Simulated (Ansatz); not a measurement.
```yaml
crystal:
  lattice:
    - [7.66719, 0.00000, 0.00000]
    - [-3.83359, 6.63998, 0.00000]
    - [0.00000, 0.00000, 23.65684]
  atoms:
    - { symbol: Si, position: [0.66667, 0.33333, 0.39904] }
    - { symbol: Si, position: [0.66667, 0.83333, 0.39904] }
    - { symbol: Si, position: [0.16667, 0.33333, 0.39904] }
    - { symbol: Si, position: [0.16667, 0.83333, 0.39904] }
    - { symbol: Si, position: [0.50000, 0.50000, 0.43212] }
    - { symbol: Si, position: [0.50000, 0.00000, 0.43212] }
    - { symbol: Si, position: [0.00000, 0.50000, 0.43212] }
    - { symbol: Si, position: [0.00000, 0.00000, 0.43212] }
    - { symbol: Si, position: [0.00228, 0.49666, 0.53119] }
    - { symbol: Si, position: [0.00228, 0.99666, 0.53119] }
    - { symbol: Si, position: [0.50228, 0.49666, 0.53119] }
    - { symbol: Si, position: [0.50228, 0.99666, 0.53119] }
    - { symbol: Si, position: [0.83606, 0.66279, 0.56410] }
    - { symbol: Si, position: [0.83606, 0.16279, 0.56410] }
    - { symbol: Si, position: [0.33606, 0.66279, 0.56410] }
    - { symbol: Si, position: [0.33606, 0.16279, 0.56410] }
    - { symbol: H, position: [0.66672, 0.33299, 0.33553] }
    - { symbol: H, position: [0.66672, 0.83299, 0.33553] }
    - { symbol: H, position: [0.16672, 0.33299, 0.33553] }
    - { symbol: H, position: [0.16672, 0.83299, 0.33553] }
    - { symbol: O, position: [0.84507, 0.65360, 0.63527] }
    - { symbol: O, position: [0.84507, 0.15360, 0.63527] }
    - { symbol: O, position: [0.34507, 0.65360, 0.63527] }
    - { symbol: O, position: [0.34507, 0.15360, 0.63527] }
    - { symbol: H, position: [0.77909, 0.71676, 0.65464] }
    - { symbol: H, position: [0.77909, 0.21676, 0.65464] }
    - { symbol: H, position: [0.27909, 0.71676, 0.65464] }
    - { symbol: H, position: [0.27909, 0.21676, 0.65464] }
```

Theory: DFT PBE+D3(BJ), scalar-relativistic, plane waves, PAW in Ansatz 0.2.0.

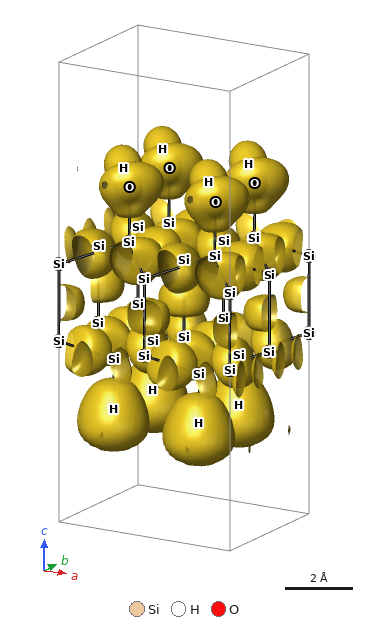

Si4H2O (slab). Isosurface of the ELF at 0.75 (yellow), seen slightly off an axis. Core shells and regions of very low density are left out. Sticks mark near contacts.

Q: Describe the localisation domains.

A: The surface consists of 28 regions between bonded Si–Si atoms (shared pairs), four regions around hydrogen nuclei and four joined regions spread over several atoms (H, O), in which their bonds and any lone pairs are merged, counted in one cell of 28 atoms. Counts are for one cell; the picture repeats the cell along the surface. Along the contacts the grid gives the following. O–H (0.97 Å): the ELF climbs to about 1 towards the hydrogen, as it does in any bond to H: an ordinary covalent bond to hydrogen. Si–H (1.50 Å): the ELF climbs to about 1 towards the hydrogen: an ordinary covalent bond to hydrogen.
